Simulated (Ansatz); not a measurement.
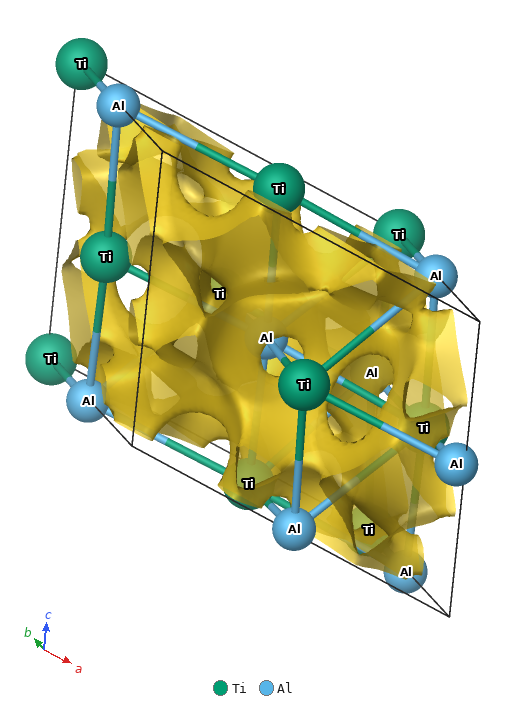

Figure 1: TiAl. Isosurface of the ELF at 0.55 (yellow), seen slightly off an axis. Only the valence region is drawn (cores and ρ < 0.01 e/Å³ removed). Sticks mark near contacts.

Space group P1; a structure from a database of computed crystals, not necessarily the ambient phase; changed on purpose from its base cell (all atoms moved at random (sigma 0.06 A a component), cell strained at random (sigma 0.01)); not relaxed (largest force 1.9 eV/Å); computed without spin polarisation.

Method: DFT r2SCAN, scalar-relativistic, plane waves, PAW in Ansatz.

Core electrons are frozen (PAW), and the valence fields are smoothed inside the atomic spheres.

Where are the electrons localised?

The surface consists of one network that runs through the whole crystal, counted in one cell of 8 atoms. Any copies at cell faces, edges or corners count once. Profiles from the grid: Ti–Al (2.49 Å): the ELF is about 0.20 at the midpoint (no shared electron pair shows on this line). Ti–Al (2.60 Å): the ELF is about 0.25 at the midpoint: no shared electron pair shows on this line.
